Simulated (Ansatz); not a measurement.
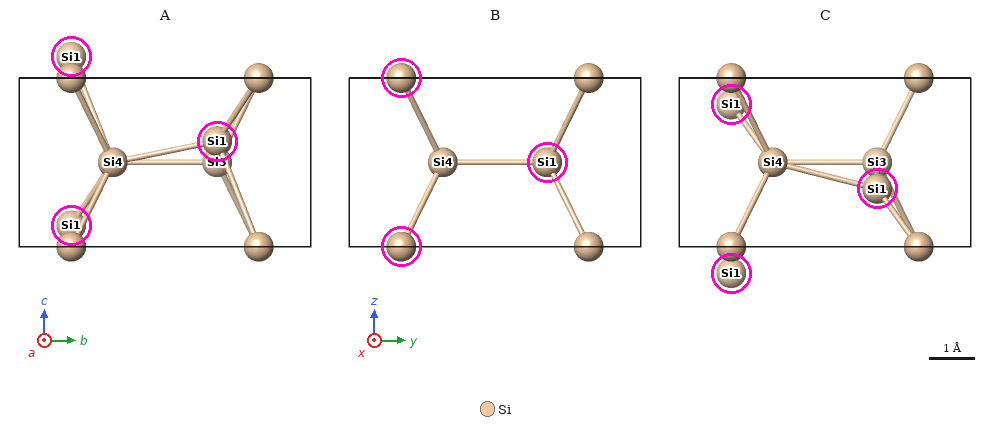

A scan of solid Si (I4/mmm): a Si atom (one in each cell of 4 atoms) is moved along Cartesian [0 0 1], all else fixed. A ball-and-stick model of the conventional cell (2 times the calculation's cell), seen along the a axis. The ringed atoms are those of the scanned coordinate.  Lengths and directions refer to the drawn axes.

Computed with DFT LDA, scalar-relativistic, plane waves, PAW (Ansatz 0.2.0). Settings: plane-wave cutoff 420 eV; k-point mesh 10 × 10 × 10; occupations gaussian; smearing width 0.03 eV; no spin polarisation. Energies (free energies at the smearing named) are counted from the relaxed crystal.

Q: Rank the frames from lowest to highest energy.

A: Lowest first: B (the displacement 0.00 Å, 0.00 eV/cell), A (the displacement 0.48 Å, 1.59 eV/cell), C (the displacement −0.60 Å, 2.54 eV/cell). Over the whole scan: of the computed points the lowest is at the displacement 0.00 Å, 0.00 eV/cell. The curvature at zero is about 13 eV/Å². The well is symmetric. At the highest point the shortest interatomic distance is 1.86 Å, against 2.33 Å in the reference. The distortion takes the space group from I4/mmm to Cm. The band gap on the mesh, 0.20 eV in the reference, closes at −0.60 Å, −0.36 Å, −0.12 Å, 0.24 Å, 0.30 Å, 0.42 Å, 0.48 Å, 0.54 Å.
